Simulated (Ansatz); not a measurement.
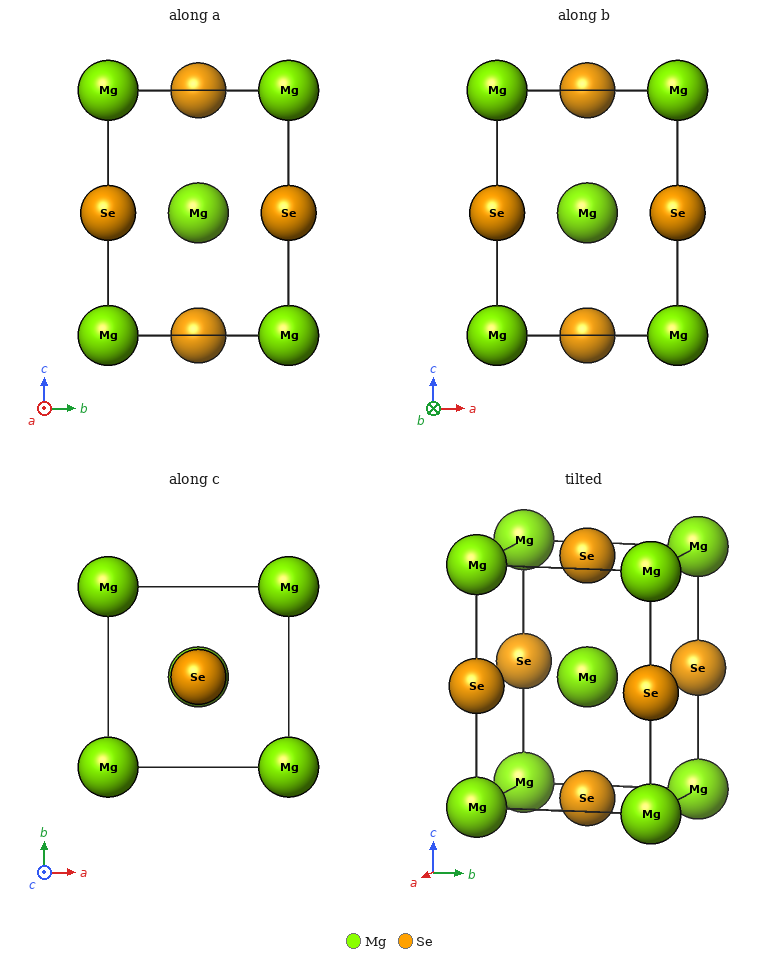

Spheres-only drawing of the structure, looking along the a axis, along the b axis, along the c axis and slightly off an axis. Thin lines show the conventional unit cell, with boundary atoms drawn in all their periodic places.

Lattice parameters: a = 3.870 Å, b = 3.870 Å, c = 5.254 Å, α = 90.00°, β = 90.00°, γ = 90.00°.

### Convert the drawing into a table of Wyckoff sites.

Space group I4/mmm (No. 139).
```json
{"atom": "Mg", "site": "2a", "x": "0.0000", "y": "0.0000", "z": "0.0000"}
{"atom": "Se", "site": "2b", "x": "0.0000", "y": "0.0000", "z": "0.5000"}
```

The structure was taken from a structure type filled with these elements by a generator (whether the compound takes this form wasn't checked). The cell was then strained or its atoms displaced on purpose. Ansatz was used for an electronic-structure calculation on it.

At this level of theory the cell isn't at rest (compressed, at 4 GPa), so its distances can differ from those at equilibrium, the more so the softer the solid.
